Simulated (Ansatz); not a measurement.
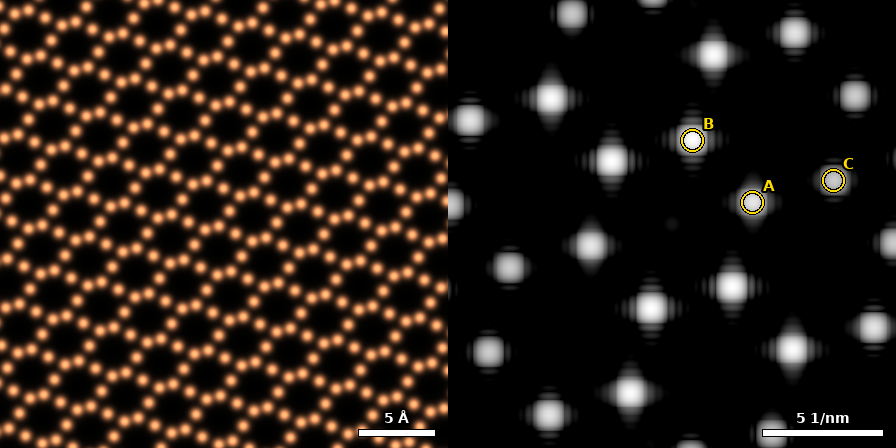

Z-contrast image of a crystal. Simulation: incoherent imaging, intensity Z^1.6 per atom, probe width 0.63 Å, thin sample. The probe carries 15 % of its weight in a tail 2.5 times as wide.

The right panel is the modulus of the image's Fourier transform on a logarithmic scale.

Q: Which lattice spacings do the marked spots stand for, and what angle do A and B enclose?

A: 2.9 Å, B: 2.8 Å, C: 1.4 Å; A and B enclose about 61°.

The crystal is Sc (P6_3/mmc, No. 194) along [101]; the spots are (0 -1 0), (1 -1 -1) and (0 -2 0). Structure used: coordinates from a relaxation with DFT PBE, scalar-relativistic, plane waves, PAW (Ansatz 0.2.0); the starting structure was generated, so it need not be a known form of this composition.
